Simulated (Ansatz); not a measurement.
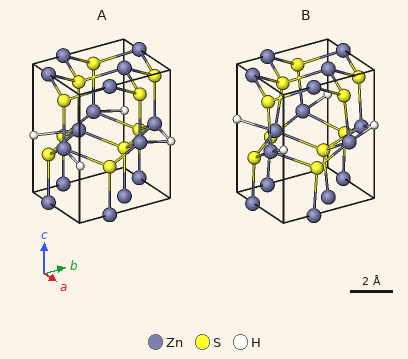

Two geometries of a defect cell of composition Zn$_{6}$HS$_{6}$ (cell charge −1), drawn at one scale. One is the start of a relaxation, the other its converged end. A ball-and-stick model of the cell of the calculation, reduced to other axes, seen slightly off an axis. Lengths and directions refer to the drawn axes.

Level of theory: DFT PBE, scalar-relativistic, plane waves, PAW in Ansatz 0.2.0. Settings: plane-wave cutoff 420 eV; k-point mesh 2 × 2 × 2; occupations gaussian; smearing width 0.02 eV; no spin polarisation; atoms relaxed in a fixed cell; force threshold 0.02 eV/Å; at most 60 steps.

Q: Which one is relaxed?

A: Structure B is the relaxed one. Case: H interstitial, charge -1, atoms relaxed. The atoms of the start lie slightly off their symmetric places, so part of the fall in energy undoes that. Over 6 accepted moves (7 points after the start) the energy falls by 1.574 eV per cell of the calculation. The largest force component goes from 1.3 to 0.0025 eV/Å. 1 step only repeated the SCF at the same geometry. The atom that moves furthest is the H atom (0.79 Å along +c). By element the largest moves are H 0.79 Å, Zn 0.39 Å, S 0.27 Å. The lattice vectors keep their values. Among the contacts that change: H–Zn 2.274 → 1.899 Å, H–Zn 2.212 → 1.899 Å, S–Zn 2.356 → 2.505 Å, S–Zn 2.361 → 2.314 Å. Among the angles between lasting bonds that change: Zn–S–Zn 109.3° → 84.1°, S–Zn–S 109.3° → 128.2°, S–Zn–S 109.3° → 96.9°.

Limits of the set-up: the periodic images lie only 6.3 Å apart, so the values are limited by the cell's size; the cell is charged, on a uniform background, and energies carry no finite-size correction.
